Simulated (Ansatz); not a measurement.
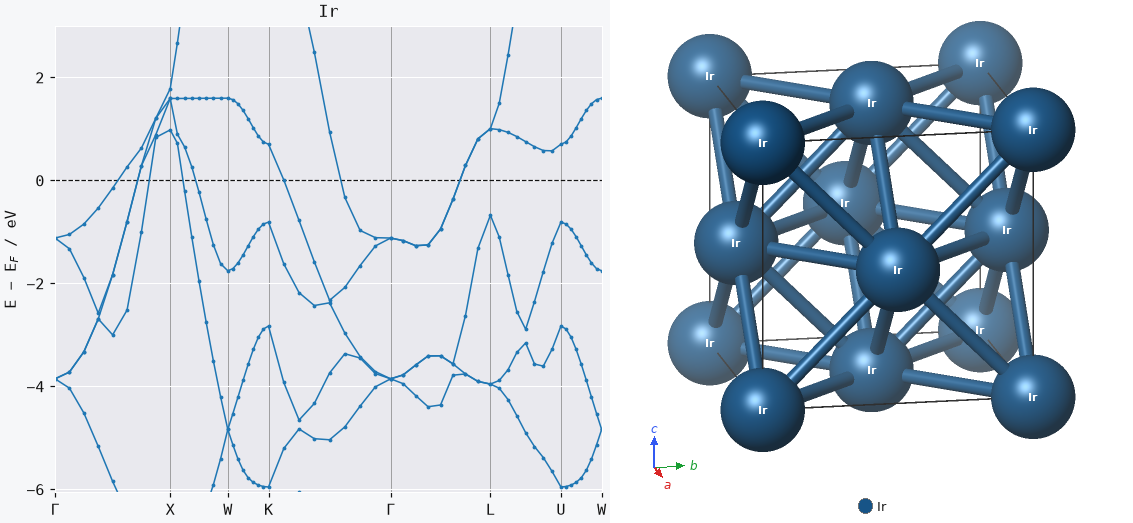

Band structure, beside the structure. Energies are counted from the Fermi level. The path runs straight from each named point to the next.

This input was run:

```yaml
crystal:
  lattice:
    - [0.0, 1.9156, 1.9156]
    - [1.9156, 0.0, 1.9156]
    - [1.9156, 1.9156, 0.0]
  atoms:
    - { symbol: Ir, position: [0.0, 0.0, 0.0] }
kpoints:
  mp_grid: { grid: [9, 9, 9] }
  band_path:
    path:
      - [0.0, 0.0, 0.0]
      - [0.5, 0.0, 0.5]
      - [0.5, 0.25, 0.75]
      - [0.375, 0.375, 0.75]
      - [0.0, 0.0, 0.0]
      - [0.5, 0.5, 0.5]
      - [0.625, 0.25, 0.625]
      - [0.5, 0.25, 0.75]
    npoints: 8
scf:
  occupations: { method: fermi_dirac, width: 0.05 }
hamiltonian:
  xc: lda
  pseudopotentials: { kind: all_electron, lapw: { basis_error: 0.001 } }
output:
  forces: true
  stress: true
  eigenvalues: true
```

System: fcc Ir, space group Fm-3m, 1 atom in the primitive cell.

Computed with Ansatz: LDA, all-electron LAPW, no spin polarisation, no spin-orbit coupling, 9×9×9 k mesh, Fermi-Dirac smearing of 0.05 eV.

**Does this material conduct, going by its bands?**

A metal: 4 bands cross the Fermi level along this path.

**Which levels at W lie nearest to the Fermi level?**

At W the nearest levels lie 1.75 eV below and 1.60 eV above the Fermi level.

**On which lines of the path do bands cross the Fermi level?**

Bands cross the Fermi level on Γ–X, X–W, K–Γ and Γ–L, and not on W–K, L–U and U–W.

Spin-orbit coupling is left out, which matters for Ir. The k mesh is thin for a metal, so its Fermi level is uncertain. The cell is at −7 GPa in this functional. Bands are joined in order of energy, so crossings between the computed points show as kinks or gaps.
